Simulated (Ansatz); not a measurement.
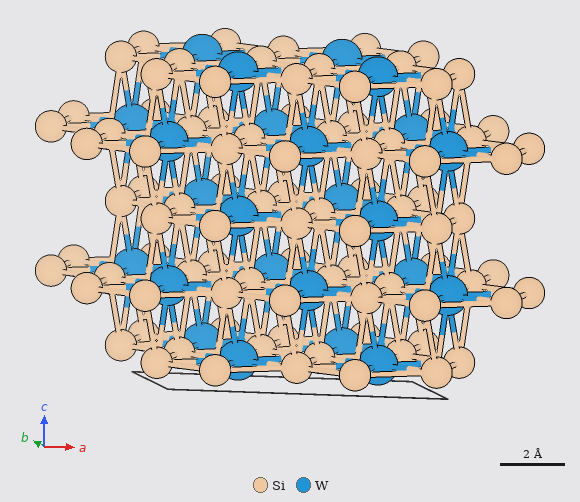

This is the input geometry for a relaxation of a slab of composition Si₂W (cut from the I4/mmm phase). A ball-and-stick model of the 2 × 1 repeat of the cell, outlined in the plane, without the vacuum, seen slightly off an axis.

The slab is the (1 1 0) face of Si2W.

Computed with DFT PBE, scalar-relativistic, plane waves, PAW (Ansatz 0.2.0).

The input:
```yaml
crystal:
  lattice:
    - [4.566546473, 0.0, 0.0]
    - [-2.2832732365, 3.9336866682, 0.0]
    - [0.0, 0.0, 24.1330929461]
  atoms:
    - { symbol: Si, position: [0.1654325919, 0.3308651837, 0.3107765762] }
    - { symbol: Si, position: [0.8345674081, 0.6691348163, 0.3107765762] }
    - { symbol: W, position: [0.5, 0.0, 0.3107765762] }
    - { symbol: Si, position: [0.6654325919, 0.3308651837, 0.4053882881] }
    - { symbol: Si, position: [0.3345674081, 0.6691348163, 0.4053882881] }
    - { symbol: W, position: [0.0, 0.0, 0.4053882881] }
    - { symbol: Si, position: [0.1654325919, 0.3308651837, 0.5] }
    - { symbol: Si, position: [0.8345674081, 0.6691348163, 0.5] }
    - { symbol: W, position: [0.5, 0.0, 0.5] }
    - { symbol: Si, position: [0.6654325919, 0.3308651837, 0.5946117119] }
    - { symbol: Si, position: [0.3345674081, 0.6691348163, 0.5946117119] }
    - { symbol: W, position: [0.0, 0.0, 0.5946117119] }
    - { symbol: Si, position: [0.1654325919, 0.3308651837, 0.6892234238] }
    - { symbol: Si, position: [0.8345674081, 0.6691348163, 0.6892234238] }
    - { symbol: W, position: [0.5, 0.0, 0.6892234238] }
basis:
  ecutwfc: 420
kpoints:
  mp_grid: { grid: [9, 9, 1] }
hamiltonian:
  xc: pbe
scf:
  occupations: { method: gaussian, width: 0.1 }
output:
  forces: true
  eigenvalues: true
  write_density: true
  write_potential: true
  elf: true
  volumetric_format: npy
relax:
  adjacent_minimum: "off"
  f_tol: 0.02
  max_steps: 60
efield:
  axis: 3
  dipole_correction: true
  ramp_width: 0.04
```

Command:
```bash
ansatz run input.yaml --threads 4 --pin off --max-ram 9216MiB --backend cpu --events-out ev --progress --plain --runs-dir out
```

What does the optimiser find from here?

Answer. The energy falls by 0.334 eV per cell of the calculation in 4 geometry steps. The largest force component goes from 1.9 to 0.0091 eV/Å. The largest moves relative to the layer's centre, 0.12 Å, are those of W3 and W15. W15 goes along the normal (−c). By element the largest moves are W 0.12 Å, Si 0.06 Å. The cell stays as it was. Near-neighbour distances that change, for instance: Si10–W15 2.628 → 2.509 Å, Si13–Si14 2.603 → 2.531 Å, W12–W15 3.229 → 3.168 Å, Si1–W6 2.628 → 2.678 Å.

After the run, drawn alike:

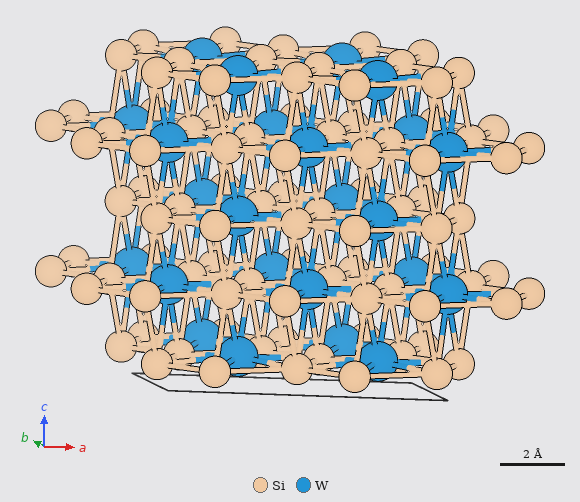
